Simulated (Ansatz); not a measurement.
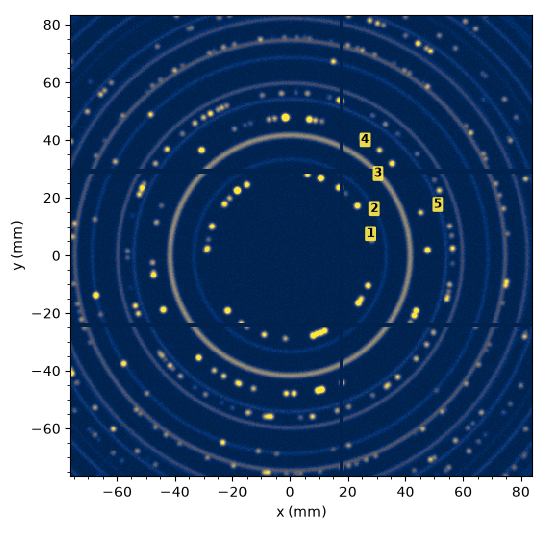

Simulated X-ray powder rings on a flat area detector normal to the beam: λ = 0.4959 Å, sample-to-detector distance 210 mm, axes in mm from the beam centre, beam polarised horizontally, for a mixture of two phases, one of them coarse-grained. Kinematic intensities with B = 1.0 Å² for all atoms, without absorption; brightness goes as intensity to the power 0.6, clipped at the top, with counting noise. Reflections closer than the ring width show as one ring.

Phase I: Zr (Fd-3m), a = 6.289 Å, b = 6.289 Å, c = 6.289 Å, α = 90.00°, β = 90.00°, γ = 90.00°; the end point of a relaxation with Ansatz 0.2.0, DFT, PBE, plane waves (420 eV) with PAW, scalar-relativistic; the starting structure was generated, so it need not be a known form of this composition.
Phase II: Zr (P6/mmm), a = 5.043 Å, b = 5.043 Å, c = 3.153 Å, α = 90.00°, β = 90.00°, γ = 120.00°; the geometry relaxed with DFT, r2SCAN, plane waves (500 eV) with PAW, scalar-relativistic (Ansatz 0.2.0); the starting structure was generated, so it need not be a known form of this composition.
Volume fractions 0.6 and 0.4.

Which rings come from which phase?

Answer.
| ring | radius | d (Å) | phase | hkl |
| --- | --- | --- | --- | --- |
| 1 | 28.9 mm | 3.63 | I | 111 |
| 2 | 33.3 mm | 3.15 | II | 001 |
| 3 | 41.6 mm | 2.56 + 2.52 | II | 101 + 110 |
| 4 | 47.7 mm | 2.22 | I | 220 |
| 5 | 54.2 mm | 1.969 | II | 111 |

Which phase is the coarse-grained one?

Answer. Phase I (Zr, Fd-3m): its rings are broken into spots, those of phase II are continuous.
